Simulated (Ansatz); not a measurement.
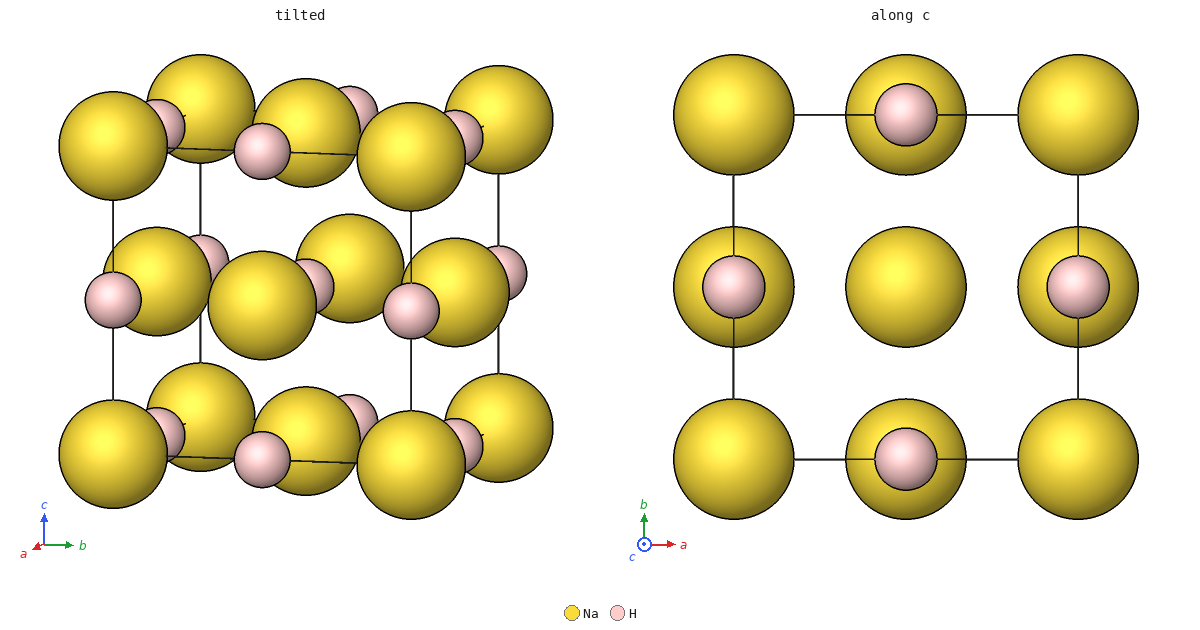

Structure drawing (spheres-only), viewed slightly off an axis and along the c axis. One conventional unit cell is outlined, and atoms on its boundary appear in each equivalent place.

NaH, rock salt (NaCl type), space group Fm-3m (No. 225), a = 4.795 Å, b = 4.795 Å, c = 4.795 Å, α = 90.00°, β = 90.00°, γ = 90.00°. Its origin is a structure type filled with these elements by a generator (whether the compound takes this form wasn't checked). Earlier steps of the study, as a rule a relaxation of our own, may have changed the cell and positions, so they can lie some per cent off the listed ones. An electronic-structure calculation with Ansatz was run on it.

This one geometry was computed with Ansatz (DFT, plane waves, PAW) at four levels of theory: r2SCAN, HSE06, PBE0 and PBE. It was relaxed beforehand with r2SCAN.

> How does the band gap change with the level of theory?

PBE: a gap of 3.80 eV, indirect; r2SCAN: a gap of 4.40 eV, indirect; HSE06: a gap of 4.85 eV, indirect; PBE0: a gap of 5.58 eV, indirect.

> Collect the results in a table.

| level | cutoff (eV) | k-mesh of the run's cell | gap (eV) | pressure (GPa) |
| --- | --- | --- | --- | --- |
| r2SCAN | 500 | 10×10×10 | 4.40 | 0.0 |
| HSE06 | 420 | 6×6×6 | 4.85 | 0.2 |
| PBE0 | 420 | 6×6×6 | 5.58 | 0.2 |
| PBE | 420 | 10×10×10 | 3.80 | 0.6 |

Gaps are taken on the k-mesh or band path of each run.
